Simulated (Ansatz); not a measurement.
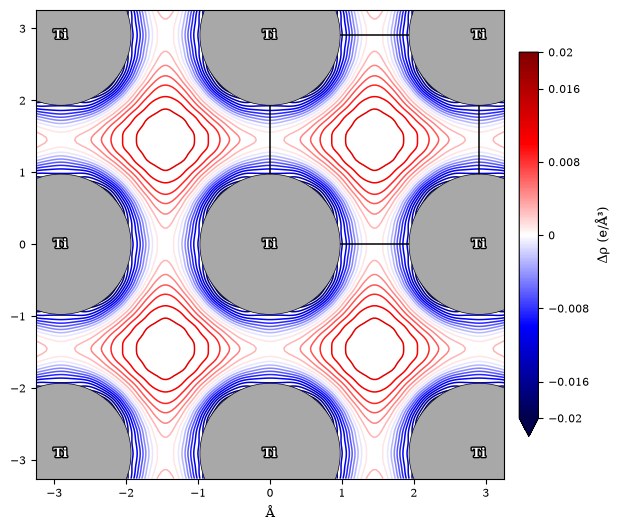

Ti. Difference of the valence pseudo-densities of two functionals at the same geometry, on the (110) plane of the calculation cell: r2SCAN less LDA.

Both computed with Ansatz (plane waves, PAW), on the same k-point mesh. Grey discs cover the atomic cores.

**What does the difference map show?**

Against LDA, r2SCAN gives less density around Ti (−0.006 e/Å³ on average at 1.1 Å from the nucleus).
